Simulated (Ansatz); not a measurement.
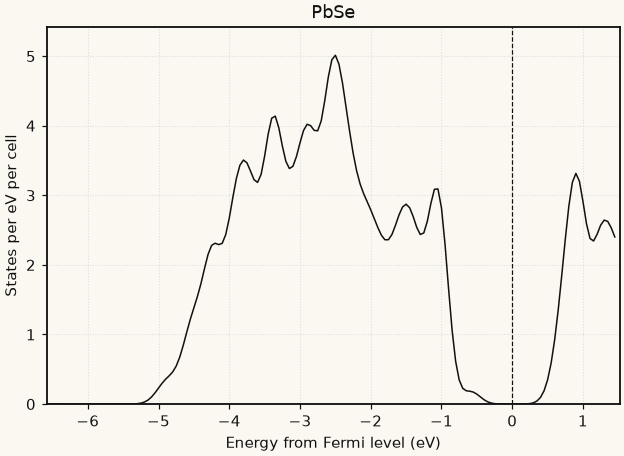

Density of states. Energies are counted from the Fermi level. The curve is built from the levels of the k mesh with Gaussians 0.3 eV wide, which also blur the band edges.

The material is PbSe, space group P6_3mc, 4 atoms in the cell, wurtzite type, uniaxial (z) strain −0.8%.

Ansatz 0.2.0; DFT, PBE, plane waves, PAW, no spin polarisation, 6×6×4 k mesh, 420 eV cutoff.

> Metal or insulator, going by the density of states?

There is a gap; over the k points computed it is 1.16 eV (direct among those points).

> How wide is the upper valence band?

The upper group of valence states starts about 4.4 eV under the valence-band top (which lies at −0.6 eV on this axis), with a gap beneath it; it holds about 12 electrons a cell.

> Where is the tallest peak of the filled states in the window?

Within the window shown, the tallest peak of the filled states lies 1.9 eV under the valence-band top, at about 5 states per eV and cell.

Spin-orbit coupling is left out, which matters for Pb.
